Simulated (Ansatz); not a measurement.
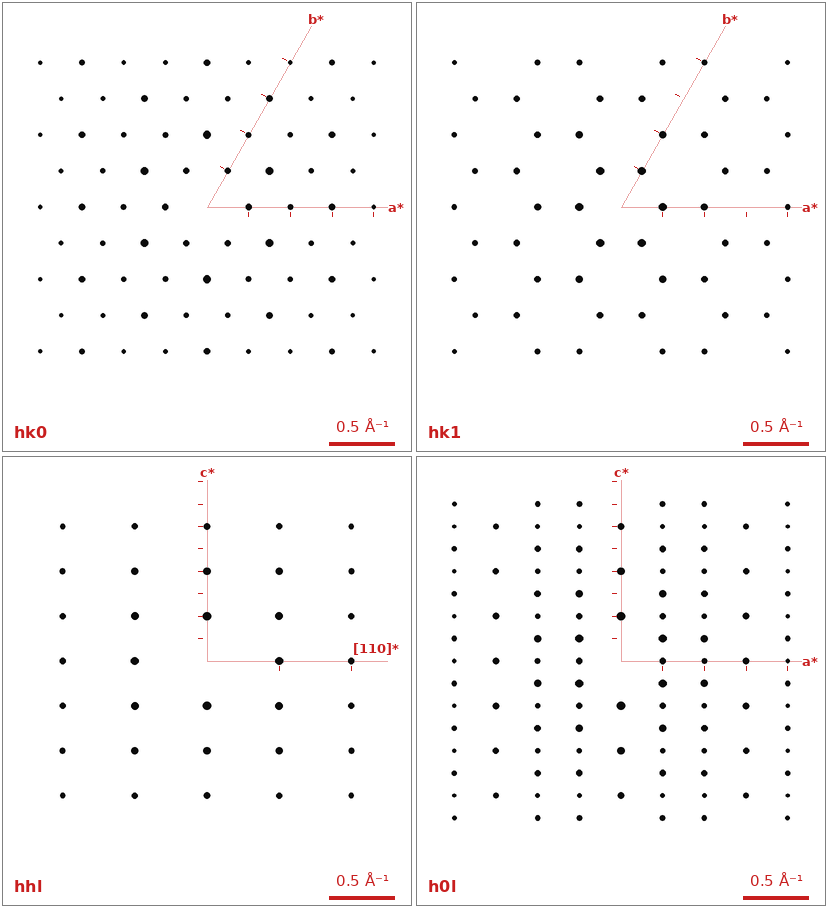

Simulated precession-type sections (X-rays; kinematic intensities, B = 0.5 Å²). The ticks mark integer indices of the conventional cell.

The compound is Ho. Structure: the end point of a relaxation with DFT PBEsol, scalar-relativistic, plane waves, PAW (Ansatz 0.2.0).

Q: What cell do the layers give?

A: a* = 0.325, b* = 0.325, c* = 0.175 Å⁻¹, γ* = 60°; the cell is hexagonal with a = 3.55 Å, c = 5.71 Å (hexagonal axes).

Q: Which reflection conditions do the layers show?

A: Reflections are present only under these conditions. hkl: no condition; hk0: no condition; h0l: no condition; hhl: l = 2n; 00l: l = 2n. The lattice is primitive (P). Further gaps, such as 3 0 1, 0 3 1, 3 0 3, come from atoms on special positions, not from the group's general conditions.

Q: Which space groups fit?

A: The intensities have Laue symmetry 6/mmm (the hk0 layer shows 6mm, hk1 shows 6mm). With these conditions the candidates are P6_3mc (No. 186), P-62c (No. 190), P6_3/mmc (No. 194). Diffraction geometry alone does not choose among them; the structure has P6_3/mmc.
